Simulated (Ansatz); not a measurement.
# From r2SCAN to G0W0: MoPbO4 (Wulfenite), part 2 of 3

Wanted: the gap of MoPbO4 (Wulfenite) with a many-body correction, and the time that it takes.

Ansatz 0.2.0; r2SCAN, then G0W0 on it, plane waves, PAW. Known limits of the many-body steps: finite bands, screening cutoff and k mesh; no spin-orbit coupling in G0W0.

So far. Step 2 (The r2SCAN band structure): Over mesh and path the gap is 3.013 eV, from k = (0.000, 0.000, 0.400) to k = (-0.240, 0.240, 0.240). The least direct gap found is 3.131 eV, at k = (-0.240, 0.240, 0.240). On the 6×6×6 mesh alone the same run gives 3.035 eV, so that mesh misses an edge of r2SCAN: 3.035 − 3.013 = +0.022 eV.

### Step 3. One-shot GW

G0W0 replaces the xc potential by a self-energy built once from the orbitals of the start. Levels are corrected in the window of bands that the input names, at points of the mesh.

This step: G0W0 on r2SCAN, plane waves, PAW.

The input, input.yaml:

```yaml
crystal:
  lattice:
    - [-2.7156, 2.7156, 6.05325]
    - [2.7156, -2.7156, 6.05325]
    - [2.7156, 2.7156, -6.05325]
  atoms:
    - { symbol: Mo, position: [0.25, 0.75, 0.5] }
    - { symbol: Mo, position: [0.5, 0.5, 0.0] }
    - { symbol: Pb, position: [0.75, 0.25, 0.5] }
    - { symbol: Pb, position: [0.0, 0.0, 0.0] }
    - { symbol: O, position: [0.0323, 0.9041, 0.5986] }
    - { symbol: O, position: [0.6541, 0.5555, 0.3718] }
    - { symbol: O, position: [0.3055, 0.4337, 0.4014] }
    - { symbol: O, position: [0.1837, 0.2823, 0.6282] }
    - { symbol: O, position: [0.7177, 0.3459, 0.9014] }
    - { symbol: O, position: [0.0959, 0.6945, 0.1282] }
    - { symbol: O, position: [0.4445, 0.8163, 0.0986] }
    - { symbol: O, position: [0.5663, 0.9677, 0.8718] }
kpoints:
  mp_grid: { grid: [4, 4, 4] }
hamiltonian:
  xc: r2scan
  pseudopotentials: { kind: paw, source: ansatz }
scf:
  occupations: { method: fixed }
gw:
  n_empty_bands: 2654
  ecut_chi: 350.0
  qp_bands: [v4, c4]
  qp_kpoints: band_edges
  screening: { model: contour_deformation }
```

Started as:

```
ansatz run input.yaml --threads 4 --pin off --max-ram 138240MiB --backend cuda --events-out ev --progress --plain --runs-dir out --devices 1 --max-vram 26GiB
```

Numbers of over 12 decimals in the logs are rounded to 6 here.

Output:

```text
GPUs: using 1 of 1 available (devices: 1).
[...]
GPU FFT provider: cuFFT
GPU libraries: cuBLAS 13.8.2, cuFFT 12.4.0, cuSOLVER 12.3.4
Crystal: 12 atoms, lattice volume = 178.558 Å³
Basis set: ecut = 1050 eV, 13731 PW (Γ), exchange–correlation on 360×360×360 points (64 copies of the dense FFT grid, shifted against one another)
Bands: 72, of which v1, the nominal top of the filled ones, is band 60 counted from 1 (59 counted from 0)
Symmetry: 8 space group operations
[...]
k-points: 14 of 64
[...]
GPU buffer pool allocated for 729000 grid points (all kernels)
[...]
SCF iter   1: F=—  HF=-45104.145429 eV  |F-HF|=—  |Δ(HF+E_count)|=         —  Δρ=1.16e-1  dr2=2.91e1  dr2_τ=8.92e0  ethr=3.10e-3  ⟨swp⟩=5.0  Hψ=3159  notcnv=0  defer=126
[...]
SCF iter  10: F=-45098.689766 eV  HF=-45098.689766 eV  |F-HF|=2.27e-9  |Δ(HF+E_count)|=   1.32e-8  Δρ=1.20e-6  dr2=3.64e-9  dr2_τ=1.70e-10  ethr=8.33e-11  ⟨swp⟩=10.1  Hψ=3370  notcnv=0
SCF 1 converged in 10 iterations: F = -45098.689766 eV  dr2 = 3.64e-9
[...]
NSCF: frozen V_eff on 14 k-points
the band table was solved once the SCF had ended and its energy, with any forces and stress, was formed, with the checks that follow a solve (3839 applications of the Hamiltonian). They found nothing against the state; the energy, forces and stress were not computed again (output.eigenvalues in the input reference)
[...]
G₀W₀ screening: q 1/14
[... further progress lines ...]
[...]
SCF converged after 10 iterations
Free energy (F): -45098.689766 eV
[...]
Internal energy: -45098.689766 eV  (E = F + TS)
E sigma→0 (E₀):  -45098.689766 eV
Fermi energy:    7.864856 eV
[...]
--- Band table (eV; the first three rows and the last of 14) ---
  k-point 0: bands = [... 56 lower, 6.9256, 6.9979, 6.9979, 7.1246, 11.2013, 11.6399, 11.9019, 12.1383, ... 8 higher]
  k-point 1: bands = [... 56 lower, 6.6384, 6.8557, 6.9243, 7.6836, 11.3578, 11.3874, 11.6065, 11.8694, ... 8 higher]
  k-point 2: bands = [... 56 lower, 6.6166, 6.6166, 7.7250, 7.7250, 11.5383, 11.5383, 11.8063, 11.8063, ... 8 higher]
  k-point 13: bands = [... 56 lower, 6.7431, 6.7431, 6.9104, 6.9104, 11.7483, 11.7483, 11.8417, 11.8417, ... 8 higher]
--- G₀W₀: contour deformation, 7 samples at zero and on the imaginary axis and 2 off it, 64 q-points, 2654 empty bands' worth ---
  eigenvalues of the whole cell's RPA ε∞ on this k-mesh (on a slab, of 1 + 4πα/V) = 4.3131, 4.6726, 4.6726; static W/v taken at q = 0 is 0.218740
  gw.qp_kpoints: band_edges: 14 of 14 stored k-points solved, in 1 pass; an edge of the gap read off the rows below is read off those points alone
    ik  band        ε_KS         Σx   Σc(E_QP)       V_xc       Z   E_QP_lin       E_QP  E_QP is
     0    57      6.9256   -23.6955     2.7882   -20.1978  0.7493     6.2081     6.2161  root
     0    58      6.9979   -25.7101     3.9535   -21.1014  0.7291     6.3352     6.3427  root
     0    59      6.9979   -25.7101     3.9535   -21.1014  0.7291     6.3352     6.3427  root
     0    60      7.1246   -25.1659     2.9440   -21.5449  0.7518     6.4411     6.4477  root
     0    61     11.2013   -15.1085    -4.6829   -20.4945  0.7730    11.9108    11.9045  root
     0    62     11.6399   -15.6896    -4.6264   -21.0390  0.7678    12.3700    12.3629  root
     0    63     11.9019   -16.7740    -4.9493   -22.5484  0.7456    12.7387    12.7269  root
     0    64     12.1383   -16.8920    -4.9832   -22.6470  0.7443    12.9211    12.9100  root
     1    57      6.6384   -25.2502     3.8872   -20.6875  0.7297     5.9546     5.9630  root
     1    58      6.8557   -24.1316     2.9031   -20.5062  0.7493     6.1250     6.1334  root
     1    59      6.9243   -25.6557     3.9312   -21.0735  0.7285     6.2658     6.2733  root
     1    60      7.6836   -23.7236     2.3181   -20.7276  0.7594     6.9995     7.0055  root
     1    61     11.3578   -14.9712    -4.6228   -20.2578  0.7724    12.0274    12.0216  root
     1    62     11.3874   -15.4177    -4.6613   -20.7726  0.7686    12.0876    12.0810  root
     1    63     11.6065   -15.5045    -4.7097   -20.9478  0.7637    12.3480    12.3402  root
     1    64     11.8694   -16.4649    -4.8121   -22.0740  0.7531    12.6764    12.6663  root
     2    57      6.6166   -25.3417     4.0677   -20.6119  0.7242     5.9462     5.9546  root
     2    58      6.6166   -25.3417     4.0677   -20.6119  0.7242     5.9462     5.9546  root
     2    59      7.7250   -24.1914     2.4160   -21.0725  0.7606     7.0156     7.0221  root
     2    60      7.7250   -24.1914     2.4160   -21.0725  0.7606     7.0156     7.0221  root
     2    61     11.5383   -15.8867    -4.7484   -21.3821  0.7588    12.2937    12.2853  root
     2    62     11.5383   -15.8867    -4.7484   -21.3821  0.7588    12.2937    12.2853  root
     2    63     11.8063   -15.6092    -4.7257   -21.0872  0.7638    12.5668    12.5586  root
     2    64     11.8063   -15.6092    -4.7257   -21.0872  0.7638    12.5668    12.5586  root
     3    57      6.7290   -25.4832     3.8876   -20.9388  0.7290     6.0644     6.0722  root
     3    58      6.8567   -25.4044     3.8759   -20.8722  0.7289     6.1929     6.2006  root
     3    59      6.9418   -25.2293     3.5952   -20.9682  0.7360     6.2685     6.2759  root
     3    60      7.3542   -23.7685     2.5491   -20.5358  0.7543     6.6638     6.6706  root
     3    61     11.2232   -14.8305    -4.6604   -20.1556  0.7754    11.8937    11.8880  root
     3    62     11.5990   -15.7875    -4.7219   -21.2436  0.7632    12.3410    12.3332  root
     3    63     11.7167   -16.0511    -4.8053   -21.6233  0.7556    12.4928    12.4836  root
     3    64     11.8263   -16.1735    -4.7496   -21.6721  0.7582    12.5839    12.5753  root
     4    57      6.5593   -25.1815     3.9768   -20.5402  0.7262     5.8865     5.8949  root
     4    58      6.7591   -25.3926     3.9547   -20.7737  0.7275     6.0869     6.0950  root
     4    59      7.2221   -24.5989     2.9438   -20.9655  0.7485     6.5252     6.5324  root
     4    60      7.8649   -23.9850     2.2607   -21.0316  0.7628     7.1661     7.1722  root
     4    61     11.1720   -14.8846    -4.6483   -20.1993  0.7724    11.8443    11.8384  root
     4    62     11.5244   -15.6060    -4.7186   -21.0573  0.7615    12.2652    12.2572  root
     4    63     11.7623   -16.1168    -4.7971   -21.6940  0.7587    12.5515    12.5424  root
     4    64     11.9596   -16.2510    -4.7882   -21.8259  0.7565    12.7559    12.7464  root
[...]
12    61     11.3280   -15.3936    -4.6603   -20.7611  0.7659    12.0422    12.0352  root
    12    62     11.6512   -16.1991    -4.8204   -21.7738  0.7559    12.4144    12.4055  root
    12    63     11.8445   -16.3830    -4.8803   -22.0686  0.7548    12.6598    12.6497  root
    12    64     11.9115   -15.8220    -4.7958   -21.3776  0.7601    12.6799    12.6712  root
    13    57      6.7431   -25.1438     3.6689   -20.8162  0.7329     6.0769     6.0845  root
    13    58      6.7431   -25.1438     3.6689   -20.8162  0.7329     6.0769     6.0845  root
    13    59      6.9104   -25.5595     3.9595   -20.9402  0.7284     6.2428     6.2507  root
    13    60      6.9104   -25.5595     3.9595   -20.9402  0.7284     6.2428     6.2507  root
    13    61     11.7483   -16.2942    -4.8810   -21.9691  0.7549    12.5520    12.5422  root
    13    62     11.7483   -16.2942    -4.8810   -21.9691  0.7549    12.5520    12.5422  root
    13    63     11.8417   -16.2123    -4.8105   -21.7808  0.7556    12.6089    12.5998  root
    13    64     11.8417   -16.2123    -4.8105   -21.7808  0.7556    12.6089    12.5998  root
```

It took 14 min on 1 × NVIDIA H100 80GB HBM3 (shared by 3 runs) with 4 threads of AMD EPYC 7R13 (Zen 3), shared host; peak memory 30 GiB.

This step gave:

```yaml
bands_summed: 2714
rpa_eps_infinity_on_this_mesh_eigenvalues: 4.313, 4.673, 4.673
plane_waves_in_the_screening_matrix: 2607
q_points_in_the_mesh: 64
g0w0_gap_over_the_corrected_points: 4.380 eV
k_of_the_valence_top: 0, 0.25, 0.25
k_of_the_conduction_bottom: 0.25, -0.25, 0.25
starting_gap_on_the_mesh: 3.057 eV
z_at_the_valence_top: 0.7628
z_at_the_conduction_bottom: 0.7786
least_direct_g0w0_gap_over_the_corrected_points: 4.463 eV
```

Over all 14 irreducible mesh points the G0W0 gap is 4.380 eV, from k = (0.000, 0.250, 0.250) to k = (0.250, -0.250, 0.250). The r2SCAN gap of this run on the mesh is 3.057 eV. The two states that bound the G0W0 gap lie that far apart at the start, so the correction of the gap is 4.380 − 3.057 = +1.323 eV. The start of this run differs from the step before in mesh (6×6×6 and 4×4×4), files (soft_2 PAW and hard PAW) and plane-wave cutoff (500 eV and 1050 eV).

Labels follow the order of the start: v1 is the top filled band, c1 the lowest empty one; levels that stay degenerate share a row, the window can cut a multiplet, doubted levels are not marked in this list, bands outside the window were not corrected, and the list may be a part of the corrected levels. The levels before and after the correction (eV, zero at the valence-band top of each column):

|  | conduction bottom | valence top |
| --- | --- | --- |
| Kohn-Sham | 3.06 | 0.00 |
| G0W0 | 4.38 | 0.00 |

|  | level | occupation | energy (eV) |
| --- | --- | --- | --- |
| Kohn-Sham | (0 0.25 0.25) v3 | 2 | -1.106 |
| Kohn-Sham | (0 0.25 0.25) v2 | 2 | -0.643 |
| Kohn-Sham | (0 0.25 0.25) v1 | 2 | 0.000 |
| Kohn-Sham | (0 0.25 0.25) c1 | 0 | 3.307 |
| Kohn-Sham | (0 0.25 0.25) c2 | 0 | 3.660 |
| Kohn-Sham | (0 0.25 0.25) c3 | 0 | 3.897 |
| Kohn-Sham | (0.25 -0.25 0.25) v3 | 2 | -1.077 |
| Kohn-Sham | (0.25 -0.25 0.25) v2 | 2 | -0.906 |
| Kohn-Sham | (0.25 -0.25 0.25) v1 | 2 | -0.095 |
| Kohn-Sham | (0.25 -0.25 0.25) c1 | 0 | 3.058 |
| Kohn-Sham | (0.25 -0.25 0.25) c2 | 0 | 3.626 |
| Kohn-Sham | (0.25 -0.25 0.25) c3 | 0 | 3.909 |
| G0W0 | (0 0.25 0.25) v3 | 2 | -1.077 |
| G0W0 | (0 0.25 0.25) v2 | 2 | -0.640 |
| G0W0 | (0 0.25 0.25) v1 | 2 | 0.000 |
| G0W0 | (0 0.25 0.25) c1 | 0 | 4.666 |
| G0W0 | (0 0.25 0.25) c2 | 0 | 5.085 |
| G0W0 | (0 0.25 0.25) c3 | 0 | 5.370 |
| G0W0 | (0.25 -0.25 0.25) v3 | 2 | -1.045 |
| G0W0 | (0.25 -0.25 0.25) v2 | 2 | -0.885 |
| G0W0 | (0.25 -0.25 0.25) v1 | 2 | -0.084 |
| G0W0 | (0.25 -0.25 0.25) c1 | 0 | 4.380 |
| G0W0 | (0.25 -0.25 0.25) c2 | 0 | 5.023 |
| G0W0 | (0.25 -0.25 0.25) c3 | 0 | 5.354 |

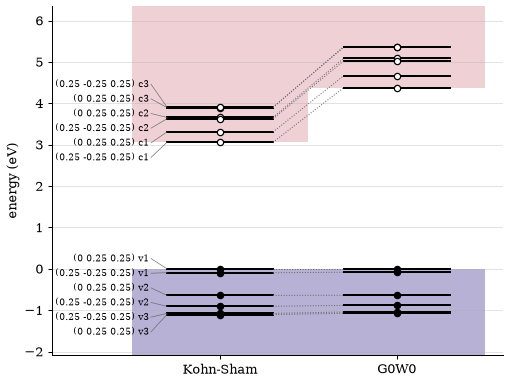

Levels before and after the correction. Shaded: valence and conduction bands. Filled marks are occupied levels, open marks empty ones.

The parts of the quasiparticle energy for the two states that bound the G0W0 gap, in eV on the run's own scale (QP = start + Σx + Σc − Vxc, with Σc at the quasiparticle energy):

| edge | k | band | start | Σx | Σc | Vxc | Z | QP |
| --- | --- | --- | --- | --- | --- | --- | --- | --- |
| valence top | (0.000, 0.250, 0.250) | 60 | 7.865 | −23.985 | 2.261 | −21.032 | 0.763 | 7.172 |
| conduction bottom | (0.250, -0.250, 0.250) | 61 | 10.923 | −14.431 | −4.628 | −19.688 | 0.779 | 11.552 |

(Continued in part 3 of 3.)

[Paths, hosts, dates, memory and timing lines, banners, echoed tables and standing remarks are left out of the program output.]

[Logs are printed without paths, hosts, clocks, repeated set-up lines and the standing remarks that a program may print on its own settings, such as how far it seeks lower states.]

[Runs of the session that timed out or met a known fault of the program may be left out.]

[Cells called generated may have been cut or substituted from an entry of the Crystallography Open Database or the Materials Project.]

[Hosts, paths, dates, database ids (printed as entryN), source tags and the programs' standing remarks are cut or masked in the printed files.]

[Where an RPA ε∞ is given, it is that of the G0W0 mesh and is not shown converged in it. Names of k-points follow the symmetry that the program found, which can be lower than the space group named. Band edges on a path are those of the sampled points; other points can move an edge, and change direct to indirect where valleys lie close.]

[Hybrid gaps are those of their k-mesh and are not shown converged in it.]
